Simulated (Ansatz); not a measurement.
Single-point calculation, with input and output: Ta4N3

System: Ta4N3 (C2/m, 7 atoms in the cell).
Method: DFT r2SCAN, scalar-relativistic, plane waves, PAW, no spin polarisation (Ansatz 0.2.0).

The structure derives from a Materials Project entry. It belongs to a series of runs on one base structure; here: strain +0.0450 x Voigt [0, 0, 0, 1, 0, 0], atoms carried along. Figures and captions count atoms from 1; the log counts them from 0 in places.

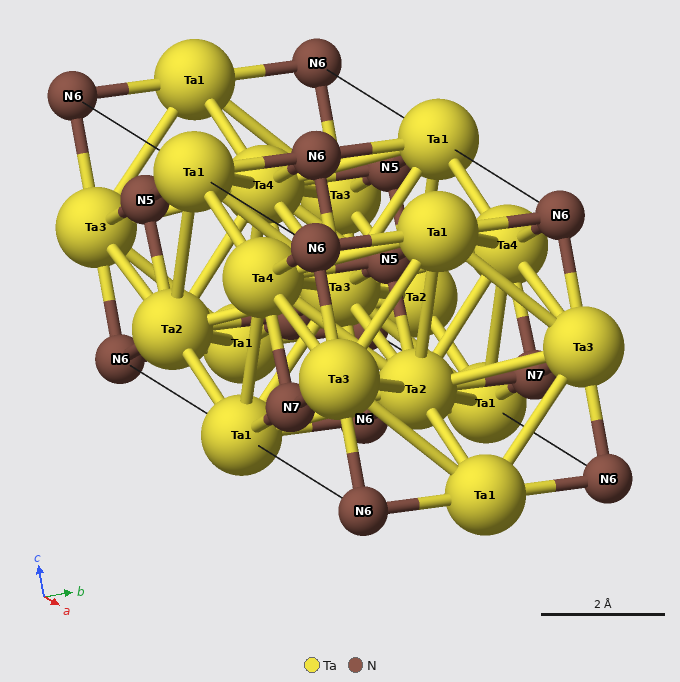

**Figure 1.** The input geometry (ball-and-stick view of the cell 2 times as large as that of the calculation, set on its symmetry axes, seen slightly off an axis; atoms are numbered from 1 in the order of the input). An atom can appear more than once, as a periodic image.

## Key numbers

```tsv
quantity	value
outcome	converged
space group (tolerance 0.01 Å)	C2/m (12)
electrons treated	67
free energy	−40939.1022 eV
Fermi energy	20.565 eV
gap on the k-point mesh	none (metallic)
pressure	0.25 GPa
largest force (length of the vector)	0.142 eV/Å
hardware	2 threads of Intel Xeon @ 2.50GHz (Skylake/Cascade Lake), 189 GiB of memory available, shared host
wall time	3.8 min (CPU time 7.5 min)
peak memory	1.7 GiB
```

Spin–orbit coupling is left out, which matters for Ta. The cell holds an odd number of electrons but the run has no spin polarisation, so a band is left half filled.

## Input
```yaml
crystal:
  lattice:
    - [-2.1900881922, 2.2866118872, 4.339218983]
    - [2.1900881922, -2.0935644972, 4.2406650144]
    - [2.1900881922, 2.0935644972, -4.2406650144]
  atoms:
    - { symbol: Ta, position: [0.0, 0.5, 0.5] }
    - { symbol: Ta, position: [0.2681744161, 0.2681744161, 0.0] }
    - { symbol: Ta, position: [0.5, 0.0, 0.5] }
    - { symbol: Ta, position: [0.7318255839, 0.7318255839, 0.0] }
    - { symbol: "N", position: [0.75, 0.25, 0.5] }
    - { symbol: "N", position: [0.0, 0.0, 0.0] }
    - { symbol: "N", position: [0.25, 0.75, 0.5] }
basis:
  ecutwfc: 500
kpoints:
  mp_grid: { grid: [12, 12, 12] }
hamiltonian:
  xc: r2scan
scf:
  occupations: { method: gaussian, width: 0.15 }
output:
  forces: true
  stress: true
  eigenvalues: true
  write_density: true
  write_potential: true
  elf: true
  volumetric_format: npy
```

Command:
```bash
ansatz run input.yaml --threads 2 --pin off --max-ram 5120MiB --backend cpu --events-out ev --progress --plain --runs-dir out
```

## The program's output
```
Engine: ansatz 0.2.0, x86_64-unknown-linux-gnu
Pseudopotentials: kind: paw
Pseudopotential: Ta, paw, valence charge 13, recommended cutoff 500 eV (meta_gga), Ta.paw.azcp
Pseudopotential: N, paw, valence charge 5, recommended cutoff 500 eV (meta_gga), N.paw.azcp
Functional definition: r2SCAN
  parameter k0 = 0.174
  parameter k1 = 0.065
  parameter a1 = 4.9479
  exchange = r2scan_x(k0 = k0, k1 = k1, a1 = a1)
  correlation = r2scan_c
Crystal: 7 atoms, lattice volume = 82.265 Å³
Basis set: ecut = 500 eV, 2079 PW (Γ), exchange–correlation on 160×160×160 points (64 copies of the dense FFT grid, shifted against one another)
Bands: 41, of which v1, the nominal top of the filled ones, is band 34 counted from 1 (33 counted from 0)
Symmetry: 4 space group operations
Space group: C2/m (ITA 12), of the structure as read, at distance tolerance 4.3e-5 Å
k-points: 476 of 1728
Non-local potential: Ta, projectors of the file, l = 0: 3, l = 1: 2, l = 2: 2, l = 3: 1
Non-local potential: N, projectors of the file, l = 0: 2, l = 1: 2, l = 2: 1
PAW form: soft (Blöchl's): semilocal exchange-correlation on the pseudo side does not see the compensation charge
PAW frozen core: Ta, regenerated for the run's functional (the file was generated under x = pbe(κ = 0.804, μ = 0.2195149727645171), c = pbe(β = 0.06672455060314922))
PAW frozen core: N, regenerated for the run's functional (the file was generated under x = pbe(κ = 0.804, μ = 0.2195149727645171), c = pbe(β = 0.06672455060314922))
PAW one-centre angular grid: Ta, 590 points (default); XC on 160 Gauss nodes
PAW one-centre angular grid: N, 302 points (default); XC on 160 Gauss nodes
Initial density: superposition of atomic densities (neutral atoms: chi_scale 0, normalization atom), corrected by the library's trained network
Initial wavefunctions: pseudopotential atomic-orbital guess
Functional: x = r2scan, c = r2scan; τ floored in thin density (d = 2e-4 eV/Å³)
SCF iter   1: F=—  HF=-40938.881290 eV  |F-HF|=—  |Δ(HF+E_count)|=         —  Δρ=1.29e-2  dr2=1.50e-1  dr2_τ=4.14e-1  ethr=1.77e-3  ⟨swp⟩=5.3  Hψ=76252  notcnv=0
preconditioner: auto → Kerker (q_TF=auto, 2.637 Å⁻¹)  [metal: Δε(μ)=0.006 eV  Ē_g=9.418 eV  σ=0.150 eV  W_gap=0.02  n_scr=28 (ndim 8)  ℏωp=24.2 eV  f_vac=0.000  D(μ)=1.88/eV (n_scr^D=14)]
SCF iter   2: F=—  HF=-40939.095886 eV  |F-HF|=—  |Δ(HF+E_count)|=   2.15e-1  Δρ=8.83e-3  dr2=5.69e-2  dr2_τ=3.26e-3  ethr=2.24e-4  ⟨swp⟩=2.0  Hψ=31484  notcnv=0  defer=61
SCF iter   3: F=—  HF=-40939.103313 eV  |F-HF|=—  |Δ(HF+E_count)|=   7.43e-3  Δρ=3.68e-3  dr2=1.52e-2  dr2_τ=3.51e-3  ethr=8.49e-5  ⟨swp⟩=2.0  Hψ=26712  notcnv=0  defer=61
SCF iter   4: F=—  HF=-40939.102168 eV  |F-HF|=—  |Δ(HF+E_count)|=   1.15e-3  Δρ=1.01e-3  dr2=1.30e-3  dr2_τ=1.43e-4  ethr=2.26e-5  ⟨swp⟩=2.0  Hψ=25880  notcnv=0  defer=61
SCF iter   5: F=—  HF=-40939.102164 eV  |F-HF|=—  |Δ(HF+E_count)|=   3.19e-6  Δρ=3.20e-4  dr2=9.14e-5  dr2_τ=4.64e-6  ethr=1.94e-6  ⟨swp⟩=2.0  Hψ=25390  notcnv=0  defer=61
SCF iter   6: F=—  HF=-40939.102182 eV  |F-HF|=—  |Δ(HF+E_count)|=   1.74e-5  Δρ=8.63e-5  dr2=4.87e-6  dr2_τ=8.55e-7  ethr=1.36e-7  ⟨swp⟩=2.0  Hψ=31691  notcnv=0  defer=468
SCF iter   7: F=—  HF=-40939.102182 eV  |F-HF|=—  |Δ(HF+E_count)|=   2.68e-7  Δρ=2.61e-5  dr2=4.49e-7  dr2_τ=4.60e-8  ethr=7.27e-9  ⟨swp⟩=2.0  Hψ=26708  notcnv=0  defer=542
SCF iter   8: F=-40939.102182 eV  HF=-40939.102182 eV  |F-HF|=3.07e-8  |Δ(HF+E_count)|=   1.65e-7  Δρ=9.05e-6  dr2=6.55e-8  dr2_τ=8.70e-9  ethr=1.49e-10  ⟨swp⟩=15.3  Hψ=148408  notcnv=0
SCF 1 converged in 8 iterations: F = -40939.102182 eV  dr2 = 6.55e-8
  greatest PAW one-centre occupation: 0.998 electrons in one spin orbital (limit 2), on the Ta atom at site 3 (counted from 0), in its partial waves of l = 0
```

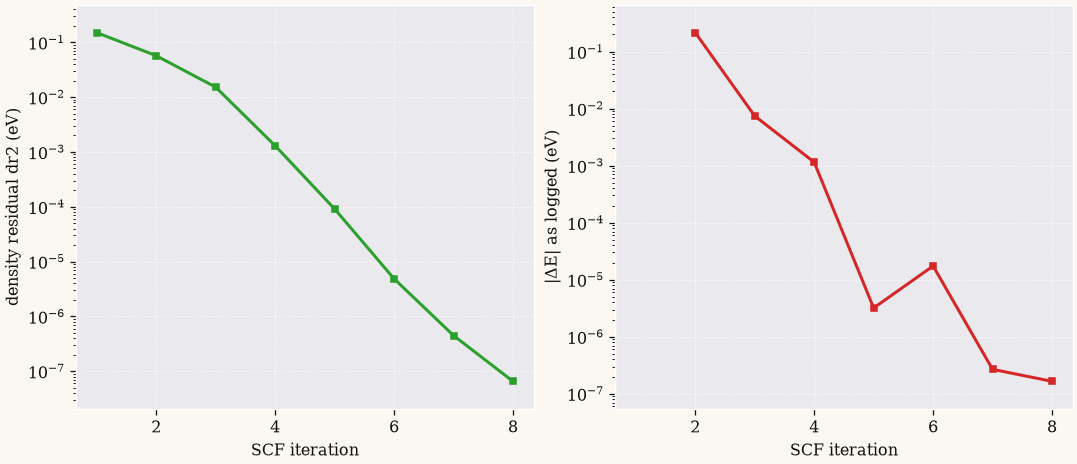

**Figure 2.** Convergence of the self-consistent field: density residual dr2 and size of the energy change against the SCF iteration. The residual falls at every step.

```
SCF converged after 8 iterations
Free energy (F): -40939.102182 eV
Harris-Foulkes:  -40939.102182 eV  (|F-HF|=3.07e-8)
Internal energy: -40939.080648 eV  (E = F + TS)
E sigma→0 (E₀):  -40939.091415 eV
Entropy (-TS):   -0.021535 eV (-3.076 meV/atom)
Fermi energy:    20.564517 eV
--- Per-component energies (eV) ---
  E_band       = -313.731636
  E_kinetic    = 1874.694833
  E_local      = -2371.542504  (includes V_loc(G=0)·N_el)
  E_nonlocal   = 193.686169
  E_hartree    = 810.863107
  E_xc         = -1002.203561
  E_vxc        = -1148.671721  (∫ρ·V_xc dr)
  E_paw        = -34079.913469  (= ΣΔE_a)
  E_vpaw       = -542.683703  (= ΣTr[D̂ρ^β])
  E_aug_tail   = 0.000361  (compensation charges beyond the density's cutoff)
  E_vtau       = 59.057699  (kinetic-family band-sum trace: ∫τ·v_τ [+ j·A + Jᵃ·Aᵃ] dr)
  E_ewald      = -6361.551768
  E_core_change = -3.113815  (= ΣΔE_core)
  E_smearing   = -0.021535  (= −TS)
  E_closure    = 0.000000  (closes the sum)
  Σ components = -40939.102182   (vs F -40939.102182, Δ=0.00e0)
--- Forces (eV/Å), atoms counted from 1 ---
  atom   1  Ta     0.00000000     0.00000000     0.00000000
  atom   2  Ta     0.00000000    -0.02896119    -0.06824464
  atom   3  Ta     0.00000000     0.00000000     0.00000000
  atom   4  Ta     0.00000000     0.02896119     0.06824464
  atom   5  N      0.00000000     0.14110941     0.01785691
  atom   6  N      0.00000000     0.00000000     0.00000000
  atom   7  N      0.00000000    -0.14110941    -0.01785691
  max |Σ_I F_I| component: 0.00e0 eV/Å
--- Stress (GPa, compression-positive) ---
        0.049686       0.000000       0.000000
        0.000000       0.551879      -5.925429
        0.000000      -5.925430       0.151298
  P = ⅓ Tr σ = 0.2510 GPa (2.510 kbar)
--- Band table (eV; the first three rows and the last of 476) ---
  k-point 0: bands = ["-50.2109", "-50.1652", "-49.7188", "-49.6807", "-16.4106", "-16.4097", "-16.3486", "-16.0918", "-16.0916", "-15.9383", "-15.9190", "-15.9096", "-15.8216", "-15.5099", "-15.1909", "-15.1893", "1.3480", "2.7648", "2.9829", "13.0892", "13.8008", "13.8447", "13.8455", "15.0130", "15.0185", "15.0764", "15.7917", "16.2195", "16.5656", "16.5882", "19.1138", "19.2261", "19.8600", "19.8678", "19.9820", "21.6174", "21.6546", "21.7092", "22.1818", "24.0091", "24.0171"]
  k-point 1: bands = ["-50.2092", "-50.1666", "-49.7179", "-49.6820", "-16.4403", "-16.3958", "-16.3196", "-16.1261", "-16.0843", "-16.0117", "-15.8917", "-15.8565", "-15.7993", "-15.5207", "-15.2122", "-15.1860", "1.4527", "2.8422", "3.0488", "12.9298", "13.4129", "13.8073", "13.9189", "14.6874", "14.9111", "15.1117", "15.7746", "16.1488", "16.2505", "16.7123", "19.1125", "19.2658", "19.6373", "19.7900", "20.4138", "21.6421", "21.6954", "22.1431", "22.3893", "23.7413", "24.3841"]
  k-point 2: bands = ["-50.2045", "-50.1702", "-49.7155", "-49.6854", "-16.5133", "-16.3527", "-16.2442", "-16.2094", "-16.1032", "-16.0643", "-15.8323", "-15.8205", "-15.7484", "-15.5527", "-15.2628", "-15.1734", "1.7478", "3.0576", "3.2335", "12.5320", "12.7048", "13.6895", "13.8664", "14.0254", "14.5881", "14.7459", "15.4263", "15.8183", "16.0121", "17.3607", "19.0366", "19.4273", "19.5968", "19.7149", "21.1132", "21.7376", "21.8743", "22.8071", "22.9578", "23.2684", "24.1526"]
  k-point 475: bands = ["-50.2051", "-50.1666", "-49.7234", "-49.6810", "-16.5172", "-16.5099", "-16.0455", "-16.0445", "-16.0191", "-15.9905", "-15.8829", "-15.8430", "-15.7984", "-15.7686", "-15.2139", "-15.2057", "2.1632", "2.3830", "2.5937", "12.2709", "14.1897", "14.2930", "14.3221", "15.2637", "15.4903", "15.5384", "16.1367", "16.1864", "16.1888", "16.4877", "16.5403", "17.0606", "17.7287", "21.2090", "21.2104", "22.3971", "23.1069", "23.3957", "23.3991", "23.9106", "23.9378"]
```

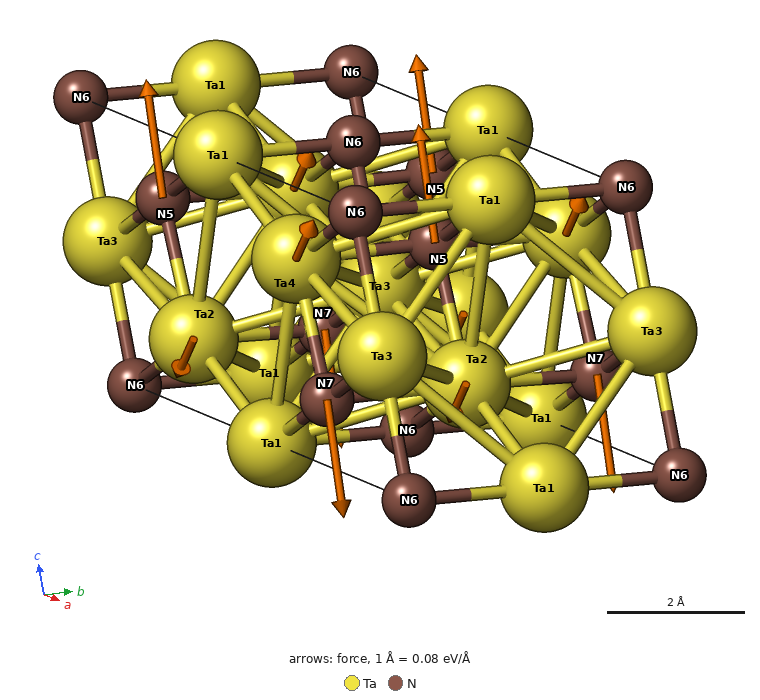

**Figure 3.** Forces on the atoms as orange arrows (ball-and-stick view of the cell 2 times as large as that of the calculation, set on its symmetry axes, seen slightly off an axis; atoms are numbered from 1 in the order of the input). The largest act on N5, N7 (0.14 eV/Å); Ta2, Ta4 (0.07 eV/Å). The geometry is not a stationary point of this energy.

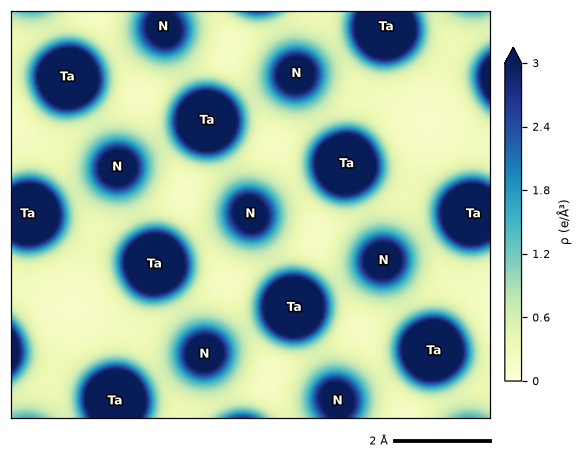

**Figure 4.** Valence electron density on the (010) plane of the conventional cell. The section cuts through Ta and N sites. Ta–N (2.15 Å): ρ is about 0.6 e/Å³ halfway. Ta–Ta (2.89 Å): the density is about 0.34 e/Å³ at the midpoint. Ta–N (2.19 Å): ρ is about 0.54 e/Å³ halfway. Ta–N (2.30 Å): ρ at the midpoint is about 0.44 e/Å³. Ta–Ta (3.02 Å): the density is about 0.28 e/Å³ at the midpoint. Away from the nuclei the density in this plane falls to 0.17 e/Å³ at its lowest. The fields are those of the smooth PAW valence density.

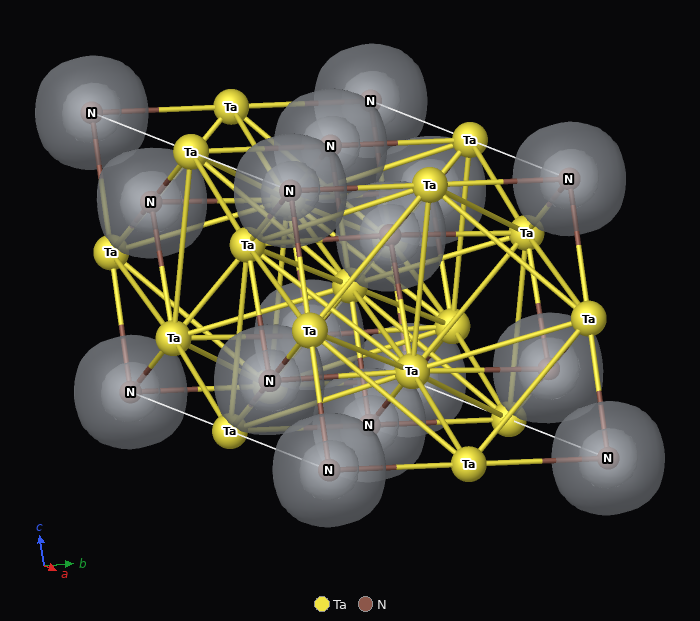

**Figure 5.** Isosurface of the electron localisation function at 0.7 (grey), seen slightly off an axis. Core shells and regions of very low density are left out. Sticks mark near contacts. The outline is the cell set on symmetry axes. Along the contacts the grid gives the following. Ta–N (2.15 Å): the ELF is about 0.15 at the midpoint; a polar contact without a shared pair, in a metal. Ta–Ta (2.89 Å): the ELF is about 0.40 at the midpoint (no shared electron pair).
